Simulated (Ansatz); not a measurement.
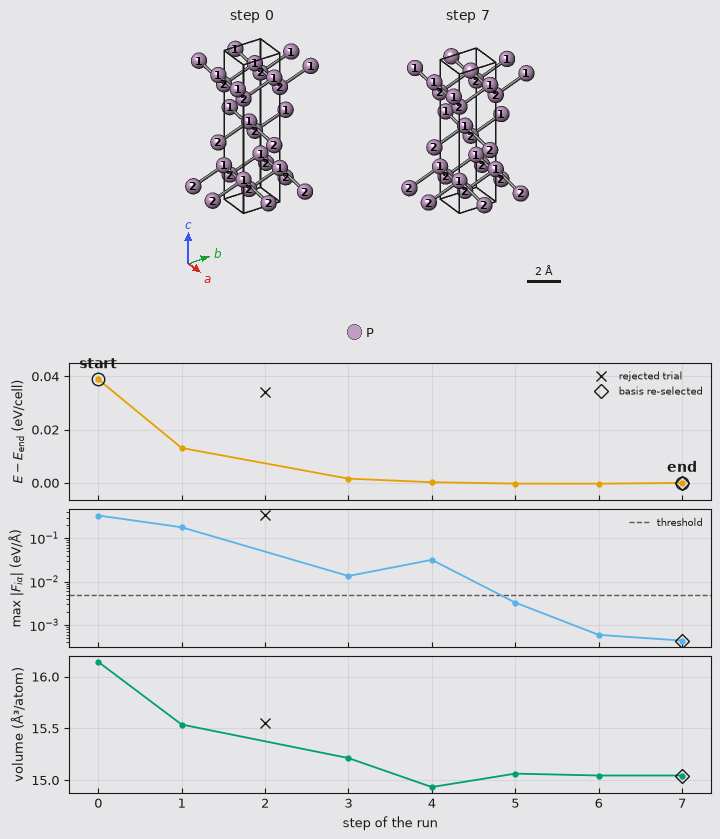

First and last geometry of a relaxation of crystalline P (set up in R-3m), with the history of the run. The picture is a ball-and-stick view of the conventional cell (3 times the calculation's cell), seen slightly off an axis. Lengths and directions refer to the drawn axes.

Level of theory: Ansatz, DFT PBEsol, scalar-relativistic, plane waves, PAW. (plane-wave cutoff 420 eV; k-point mesh 15 × 15 × 15; occupations gaussian; smearing width 0.1 eV; no spin polarisation; cell and atoms relaxed; force threshold 0.005 eV/Å; at most 80 steps)

> Did the run converge, and what did it change?

It converged. Over 5 accepted moves (7 points after the start) the energy falls by 38.9 meV per cell of the calculation. The largest force component goes from 0.33 to 0.00044 eV/Å. Pressure: −1.74 GPa at the start and −0.02 GPa at the end. The line search rejected the trial step at point 2 of the run. The SCF was repeated once at an unchanged geometry on a basis and grid sized afresh for the cell, which shifted the energy by 0.3 meV per cell of the calculation at most. The largest moves relative to the cell, 0.057 Å, are those of P1 and P2. P2 goes along −c. The volume changes by −6.8 %, with a = b 3.451 → 3.441 Å (−0.3 %), c 9.389 → 8.804 Å (−6.2 %). Near-neighbour distances that change, for instance: P1–P2 2.293 → 2.310 Å. The space group stays R-3m (No. 166).

| step | E − E(0), meV/atom | largest force component, eV/Å | pressure, GPa | volume, Å³/atom | note |
| --- | --- | --- | --- | --- | --- |
| 0 | 0.00 | 0.3344 | -1.74 | 16.144 |  |
| 1 | -12.88 | 0.1795 | -0.27 | 15.538 |  |
| 2 | -2.30 | 0.3364 | -5.05 | 15.557 | rejected |
| 3 | -18.64 | 0.0135 | -0.33 | 15.214 |  |
| 4 | -19.30 | 0.0319 | 0.60 | 14.934 |  |
| 5 | -19.57 | 0.0033 | -0.09 | 15.064 |  |
| 6 | -19.58 | 0.0006 | 0.00 | 15.045 |  |
| 7 | -19.45 | 0.0004 | -0.02 | 15.045 | same geometry, new basis |
